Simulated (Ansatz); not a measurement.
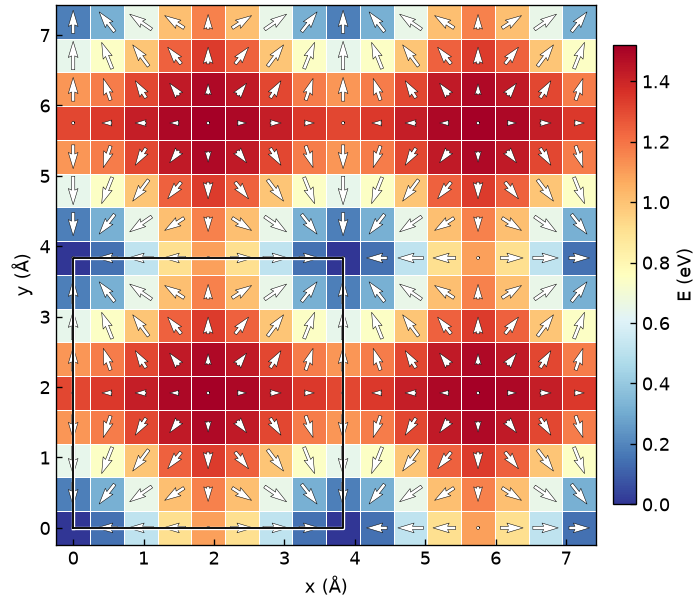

Energy landscape of N on a Si(100) slab cut from the Fd-3m phase, its upper half relaxed before the scan (4 atoms of substrate and one adsorbate in a 1 × 1 cell). 
- N is moved over the surface cell at a fixed height above a rigid substrate; the origin of the map has the adsorbate above Si4; the height is held at 2.20 Å.
- Places are given modulo a cell vector. The map is drawn in real space over the plane of the surface.
- The scan uses an 8 × 8 grid; 25 points were computed and 39 follow by symmetry.
- Energies: eV, counted from the lowest grid point.
- The magnetic moment jumps between some neighbouring points. With one adsorbate in each 1 × 1 cell, its nearest image is 3.8 Å away, so neighbouring adsorbates interact. At a fixed height the lowest place need not be the adsorption site.
- The calculation used DFT PBE+D3(BJ), scalar-relativistic, plane waves, PAW (Ansatz 0.2.0). Settings: cutoff 420 eV, k-mesh 7×7×1, gaussian smearing 0.05 eV, spin-polarised.

Drawn: one coloured cell a grid point, arrows along the force (downhill), their lengths compressed, the outline of one cell of the 2 × 2 shown. 

What does the map say about the system?

The lowest grid point is at the top site over a surface Si atom, (0/8, 0/8) of the cell vectors. The highest grid point, a fourfold hollow over a third-layer Si atom, (4/8, 4/8) of the cell vectors, lies 1.52 eV above the lowest. At the lowest point the adsorbate has 1 Si at 2.20 Å as nearest neighbours, at the highest 4 Si at 3.49 Å.

The whole map (25 points run) took 13 min on 1 thread of Arm Neoverse V2, with other jobs on the host.

PAW datasets: the set soft_1.
